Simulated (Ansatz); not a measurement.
Si₂₄O₄₇ (cell charge +1, with a compensating background) (cell with a defect)

Input file:

```
crystal:
  lattice:
    - [9.8316, 0.0, 0.0]
    - [-4.9158, 8.51441536, 0.0]
    - [0.0, 0.0, 10.8182]
  atoms:
    - { symbol: Si, position: [0.26515, 0.0, 0.16666667] }
    - { symbol: Si, position: [0.0, 0.26515, 0.33333333] }
    - { symbol: Si, position: [0.23485, 0.23485, 0.0] }
    - { symbol: O, position: [0.0731, 0.2071, 0.4405] }
    - { symbol: O, position: [0.2929, 0.366, 0.10716667] }
    - { symbol: O, position: [0.134, 0.4269, 0.27383333] }
    - { symbol: O, position: [0.2071, 0.0731, 0.0595] }
    - { symbol: O, position: [0.4269, 0.134, 0.22616667] }
    - { symbol: Si, position: [0.26515, 0.0, 0.66666667] }
    - { symbol: Si, position: [0.0, 0.26515, 0.83333333] }
    - { symbol: Si, position: [0.23485, 0.23485, 0.5], spin: 1.0 }
    - { symbol: O, position: [0.0731, 0.2071, 0.9405] }
    - { symbol: O, position: [0.2929, 0.366, 0.60716667] }
    - { symbol: O, position: [0.134, 0.4269, 0.77383333] }
    - { symbol: O, position: [0.2071, 0.0731, 0.5595] }
    - { symbol: O, position: [0.366, 0.2929, 0.89283333] }
    - { symbol: O, position: [0.4269, 0.134, 0.72616667] }
    - { symbol: Si, position: [0.26515, 0.5, 0.16666667] }
    - { symbol: Si, position: [0.0, 0.76515, 0.33333333] }
    - { symbol: Si, position: [0.23485, 0.73485, 0.0] }
    - { symbol: O, position: [0.0731, 0.7071, 0.4405] }
    - { symbol: O, position: [0.2929, 0.866, 0.10716667] }
    - { symbol: O, position: [0.134, 0.9269, 0.27383333] }
    - { symbol: O, position: [0.2071, 0.5731, 0.0595] }
    - { symbol: O, position: [0.366, 0.7929, 0.39283333] }
    - { symbol: O, position: [0.4269, 0.634, 0.22616667] }
    - { symbol: Si, position: [0.26515, 0.5, 0.66666667] }
    - { symbol: Si, position: [0.0, 0.76515, 0.83333333] }
    - { symbol: Si, position: [0.23485, 0.73485, 0.5] }
    - { symbol: O, position: [0.0731, 0.7071, 0.9405] }
    - { symbol: O, position: [0.2929, 0.866, 0.60716667] }
    - { symbol: O, position: [0.134, 0.9269, 0.77383333] }
    - { symbol: O, position: [0.2071, 0.5731, 0.5595] }
    - { symbol: O, position: [0.366, 0.7929, 0.89283333] }
    - { symbol: O, position: [0.4269, 0.634, 0.72616667] }
    - { symbol: Si, position: [0.76515, 0.0, 0.16666667] }
    - { symbol: Si, position: [0.63646342, 0.23719537, 0.2727395] }
    - { symbol: Si, position: [0.73485, 0.23485, 0.0] }
    - { symbol: O, position: [0.5731, 0.2071, 0.4405] }
    - { symbol: O, position: [0.7929, 0.366, 0.10716667] }
    - { symbol: O, position: [0.634, 0.4269, 0.27383333] }
    - { symbol: O, position: [0.7071, 0.0731, 0.0595] }
    - { symbol: O, position: [0.866, 0.2929, 0.39283333] }
    - { symbol: O, position: [0.9269, 0.134, 0.22616667] }
    - { symbol: Si, position: [0.76515, 0.0, 0.66666667] }
    - { symbol: Si, position: [0.5, 0.26515, 0.83333333] }
    - { symbol: Si, position: [0.73485, 0.23485, 0.5] }
    - { symbol: O, position: [0.5731, 0.2071, 0.9405] }
    - { symbol: O, position: [0.7929, 0.366, 0.60716667] }
    - { symbol: O, position: [0.634, 0.4269, 0.77383333] }
    - { symbol: O, position: [0.7071, 0.0731, 0.5595] }
    - { symbol: O, position: [0.866, 0.2929, 0.89283333] }
    - { symbol: O, position: [0.9269, 0.134, 0.72616667] }
    - { symbol: Si, position: [0.76515, 0.5, 0.16666667] }
    - { symbol: Si, position: [0.5, 0.76515, 0.33333333] }
    - { symbol: Si, position: [0.73485, 0.73485, 0.0] }
    - { symbol: O, position: [0.5731, 0.7071, 0.4405] }
    - { symbol: O, position: [0.7929, 0.866, 0.10716667] }
    - { symbol: O, position: [0.634, 0.9269, 0.27383333] }
    - { symbol: O, position: [0.7071, 0.5731, 0.0595] }
    - { symbol: O, position: [0.866, 0.7929, 0.39283333] }
    - { symbol: O, position: [0.9269, 0.634, 0.22616667] }
    - { symbol: Si, position: [0.76515, 0.5, 0.66666667] }
    - { symbol: Si, position: [0.5, 0.76515, 0.83333333] }
    - { symbol: Si, position: [0.73485, 0.73485, 0.5] }
    - { symbol: O, position: [0.5731, 0.7071, 0.9405] }
    - { symbol: O, position: [0.7929, 0.866, 0.60716667] }
    - { symbol: O, position: [0.634, 0.9269, 0.77383333] }
    - { symbol: O, position: [0.7071, 0.5731, 0.5595] }
    - { symbol: O, position: [0.866, 0.7929, 0.89283333] }
    - { symbol: O, position: [0.9269, 0.634, 0.72616667] }
magnetization:
  spin_polarized: true
total_charge: 1
scf:
  occupations: { method: gaussian, width: 0.02 }
output:
  forces: true
  stress: false
  eigenvalues: true
  populations: true
  write_density: true
  write_potential: true
  elf: true
  volumetric_format: npy
kpoints:
  mp_grid: { grid: [1, 1, 1] }
hamiltonian:
  xc: pbe
relax:
  f_tol: 0.015
  max_steps: 120
```

Command:

```sh
ansatz run input.yaml --threads 8 --pin off --max-ram 32768MiB --backend cpu --events-out ev --progress --plain --runs-dir out
```

The fields are those of the relaxed geometry.

Spin-polarised.

Computed with Ansatz, DFT PBE, scalar-relativistic, plane waves, PAW.

Predict the valence pseudo-density and electron localisation function between the atoms.

Si–O (1.62 Å): the density is about 1.3 e/Å³ at the midpoint; the ELF peaks at about 0.85 between the atoms (a shared but strongly polarised pair).
Si–O (1.62 Å): the density is about 1.3 e/Å³ at the midpoint; the ELF peaks at about 0.85 between the atoms: a shared but strongly polarised pair.

Metal or insulator at this level of theory?

It is gapped, with a Kohn–Sham gap of 1.4 eV at the Γ point, the only k-point used.

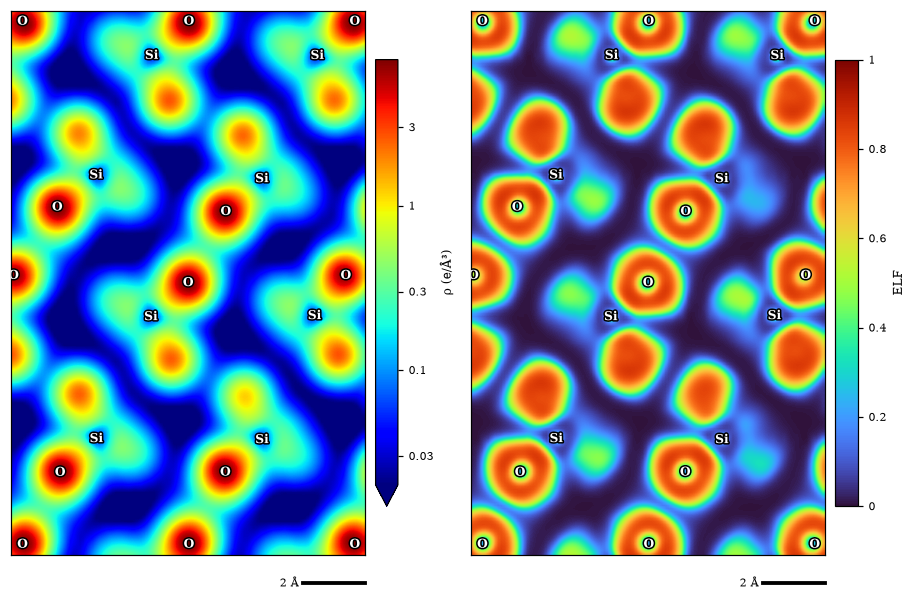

Computed valence pseudo-density and electron localisation function on the (110) plane of the calculation cell, in this order. Atoms just off the plane (Si, 0.9 Å away and O, 0.5 Å away) can leave unmarked features too.

In a PAW calculation such maps are meaningful between the atoms, not at the nuclei.
